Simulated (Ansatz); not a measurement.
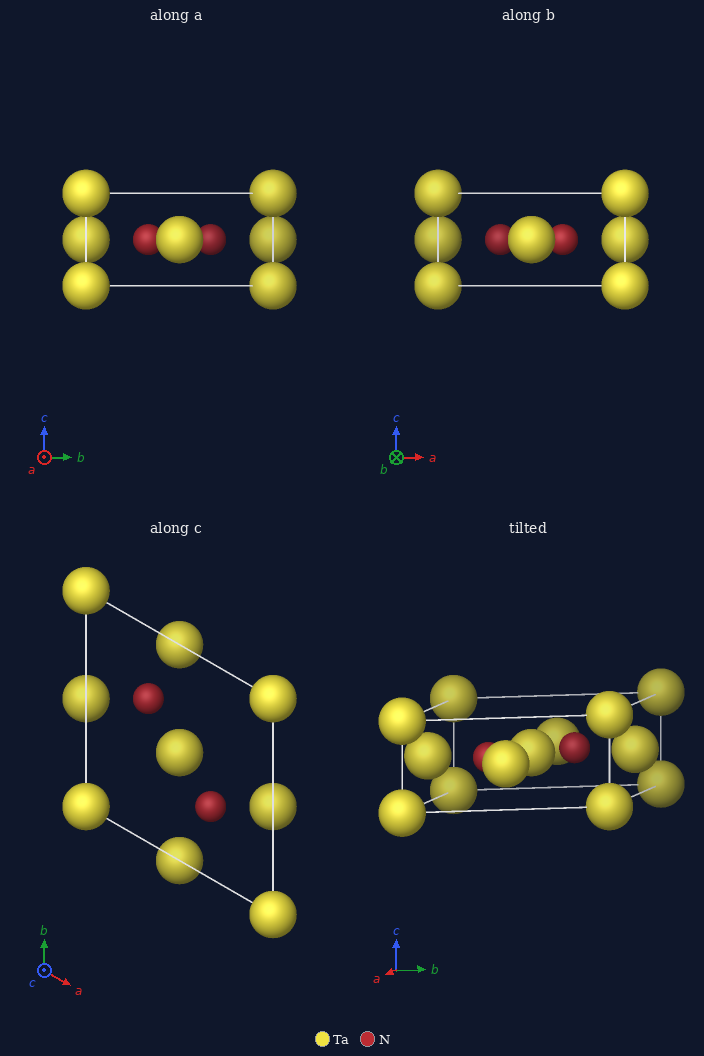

An orthographic spheres-only view of the structure, along the a axis, along the b axis, along the c axis and slightly off an axis. Thin lines show the conventional unit cell, with boundary atoms drawn in all their periodic places.

Lattice parameters: a = 6.645 Å, b = 6.645 Å, c = 2.846 Å, α = 90.00°, β = 90.00°, γ = 120.00°.

Turn the picture into a table of Wyckoff sites.

Space group P6/mmm (No. 191).
| atom | site | x | y | z |
| --- | --- | --- | --- | --- |
| Ta | 3g | 0.5000 | 0.0000 | 0.5000 |
| Ta | 1a | 0.0000 | 0.0000 | 0.0000 |
| N | 2d | 0.3333 | 0.6667 | 0.5000 |

The initial geometry was a random cell made by a generator, so it need not be a real form of the compound. This is the structure after a relaxation with DFT PBE, scalar-relativistic, plane waves, PAW in Ansatz 0.2.0.
